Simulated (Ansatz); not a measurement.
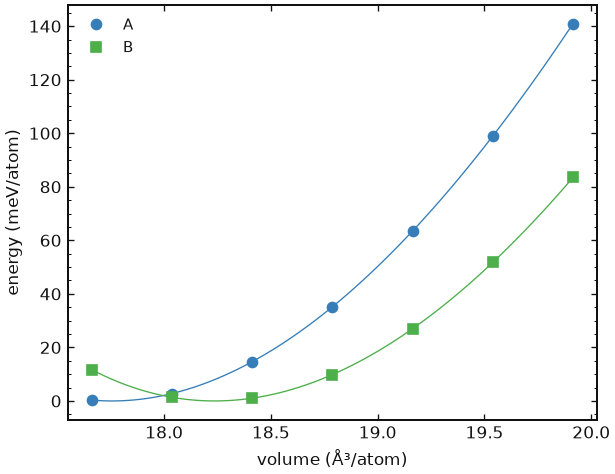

The figure compares two calculations of the energy against volume, each curve from its own zero. The first is for Ta, space group Fm-3m (No. 225).

The cell holds 1 atom.

Computed with Ansatz 0.2.0: all-electron LAPW DFT, no spin polarisation; energies at scaled volumes of the given cell, shape and fractions fixed, counted from the fit's minimum, third-order Birch-Murnaghan fit. Level: PBEsol.

k mesh 11×11×11; occupations Fermi–Dirac; smearing width 0.05 eV; potentials all electron LAPW, scalar relativistic; program settings basis error eV/atom 0.001.

In the second, the level changes from PBEsol to LDA.

Question: Which of A and B is the second calculation, and what did the change do?

Answer: A. The equilibrium volume falls from 18.24 to 17.76 Å³/atom (−2.6 %) and the bulk modulus rises from 197 to 204 GPa (+3.6 %).

V0 and the bulk modulus come from third-order Birch–Murnaghan fits.
